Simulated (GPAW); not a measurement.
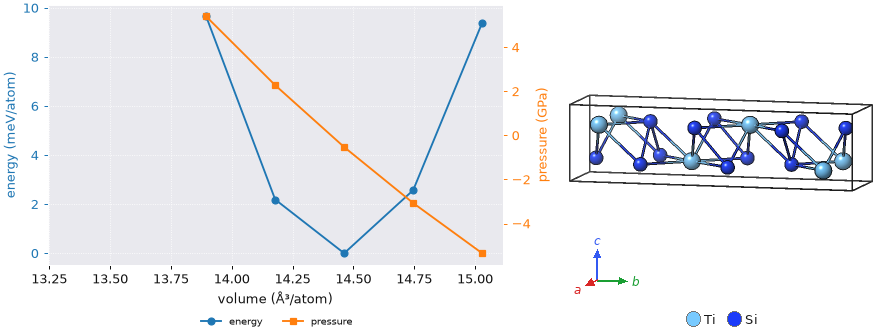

Plotted: energy and pressure against volume for TiSi₂, space group Cmcm (No. 63). The conventional cell is drawn beside the plot.

Cell as given: a = 6.986 Å, b = 6.986 Å, c = 3.565 Å, α = 90.00°, β = 90.00°, γ = 150.73°; 6 atoms.

How it was computed, with GPAW 26.7.0: PAW DFT in plane waves, on a grid or in atomic orbitals, no spin polarisation; energies at scaled volumes of the given cell, shape and fractions fixed, counted from the fit's minimum, third-order Birch-Murnaghan fit. Level: PBE.

k mesh 5×5×5; occupations Fermi–Dirac; smearing width 0.05 eV; potentials GPAW PAW data sets (gpaw data 1.2.1); wave cutoff 600 eV; program settings basis pw.

The points at volume 13.33 Å³/atom and 13.61 Å³/atom are left out of the plot. What values does the calculation give there?

```
volume (Å³/atom)  energy (meV/atom)  pressure (GPa)
           13.33              42.69           12.71
           13.61              22.92            8.86
```

Limits of the calculation: shape and atomic fractions are frozen while scaling, which makes layered, chain and framework solids too stiff.
